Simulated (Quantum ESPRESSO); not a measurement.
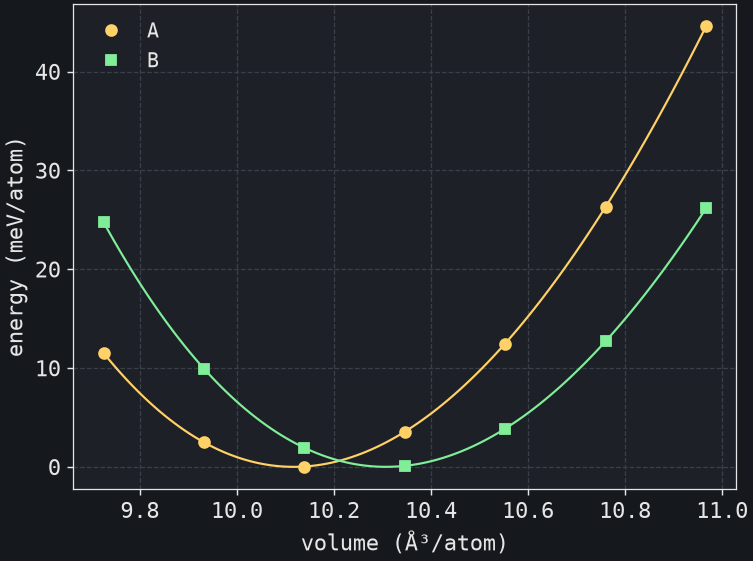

The plot gives the computed energy against volume, with one curve for each functional, for SiC (space group F-43m). The labels are replaced by letters. In alphabetical order the cases are: LDA; PBE + D3(BJ).

How it was computed, with Quantum ESPRESSO 7.5: plane-wave DFT, no spin polarisation; energies at scaled volumes of the given cell, shape and fractions fixed, counted from the fit's minimum, third-order Birch-Murnaghan fit. All runs: no spin polarisation.

- k mesh: 10×10×10
- occupations: Fermi–Dirac
- smearing width: 0.05 eV
- wave cutoff: 1116 eV
- density cutoff: 4463 eV

Question: Which letter stands for which functional?

Answer: A: LDA; B: PBE + D3(BJ).
